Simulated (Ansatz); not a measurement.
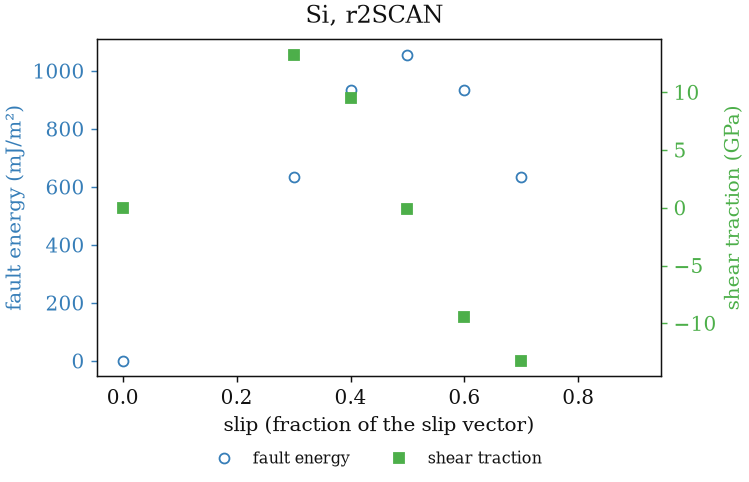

The picture above shows the fault energy and shear traction against slip for Si, space group P6/mmm (No. 191).

Structure:
```
CELL_PARAMETERS angstrom
1.31450 -2.27678 0.00000
0.00000 0.00000 -2.49380
7.88700 4.55356 0.00000
ATOMIC_POSITIONS crystal
Si 0.00000 0.00000 0.87500
Si 0.50000 0.00000 0.12500
Si 0.00000 0.00000 0.37500
Si 0.50000 0.00000 0.62500
```

Method: rigid slide of a crystal across a plane by tilting cell vector c, one fault a cell, unrelaxed, by plane-wave density functional theory with PAW datasets, free energies less that of the undisturbed cell; scalar-relativistic (Ansatz 0.2.0). Level: r2SCAN, no spin polarisation.

wave cutoff 500 eV; k mesh 22×23×7; occupations Gaussian; smearing width 0.15 eV; k shift (0, 0, 0) (mesh steps); start relaxed; height of the cut 0 (fraction of cell vector c); slip vector (0, 1) (multiples of cell vectors a and b).

The points at slip 0.6, 0.7, 0.8 and 0.9 follow from computed ones by symmetry.

The points at slip 0.1, 0.2, 0.8 and 0.9 are left out of the plot. What values does the calculation give there?

```
slip (fraction of the slip vector)  fault energy (mJ/m²)  shear traction (GPa)
                               0.1                  83.7                  6.57
                               0.2                 315.1                 11.62
                               0.8                 315.1                -11.62
                               0.9                  83.7                 -6.57
```
